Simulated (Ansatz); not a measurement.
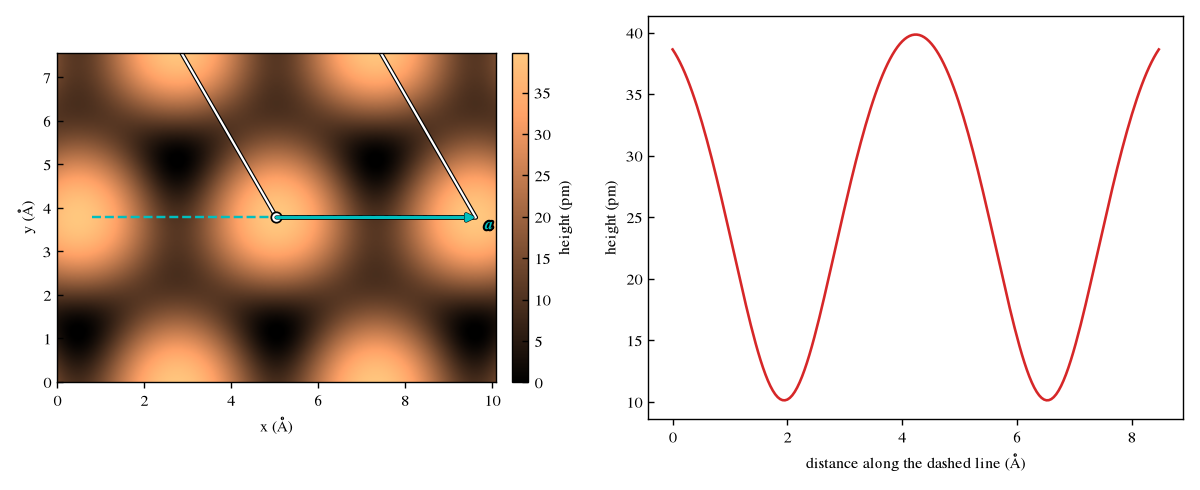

Constant-current image at a set point of 5.5 × 10⁻⁴ e/Å³ of Mg3Sb2(001) (P-3m1 bulk, 10 atomic planes (those closer than 0.6 Å count as one), 13 Å, Mg-terminated), sample bias +1.00 V. The white outline is the surface cell of the coordinates below, with its origin (dot) on a lattice point and its vectors a and b marked. The right panel is the profile along the dashed line.

Model: Tersoff–Hamann, s-wave tip, no tip–sample forces. Bias windows are sharp sums over the levels of the k mesh.

The calculation used DFT PBE, scalar-relativistic, plane waves, PAW in Ansatz. Cutoff 420 eV, 15 × 15 k-points, Gaussian smearing 0.05 eV, dipole correction. The slab is a cut without reconstruction beyond its cell, at the source's lattice constants, with its lower half held fixed and the rest relaxed. No spin polarisation. Spin–orbit coupling is left out; with Sb it can shift levels and gaps. The run couldn't confirm all of its levels under its output density. The run warns that the functional's potential is rough in the thin density of the vacuum, where the tip is; weak contrasts and barriers may feel it.

```cif
data_structure
_symmetry_space_group_name_H-M 'P 1'
_symmetry_Int_Tables_number 1
_cell_length_a 4.5820
_cell_length_b 4.5820
_cell_length_c 30.7857
_cell_angle_alpha 90.000
_cell_angle_beta 90.000
_cell_angle_gamma 120.000
_cell_volume 559.74
loop_
_atom_site_label
_atom_site_type_symbol
_atom_site_fract_x
_atom_site_fract_y
_atom_site_fract_z
_atom_site_occupancy
Sb1 Sb 0.33333 0.66667 0.29234 1
Mg1 Mg 0.66667 0.33333 0.32411 1
Mg2 Mg 0.33333 0.66667 0.38529 1
Sb2 Sb 0.66667 0.33333 0.41706 1
Mg3 Mg 0.00000 0.00000 0.47235 1
Sb3 Sb 0.33333 0.66667 0.53080 1
Mg4 Mg 0.66667 0.33333 0.56114 1
Mg5 Mg 0.33333 0.66667 0.62397 1
Sb4 Sb 0.66667 0.33333 0.66677 1
Mg6 Mg 0.00000 0.00000 0.70206 1
```

Q: Which atoms or sites appear bright, which dark, and how strong is the contrast?

A: The brightest spots lie over the top Mg atoms; the darkest points are over the Sb atoms 1.1 Å below the top plane. The corrugation is 40 pm at a mean tip height of 4.0 Å.
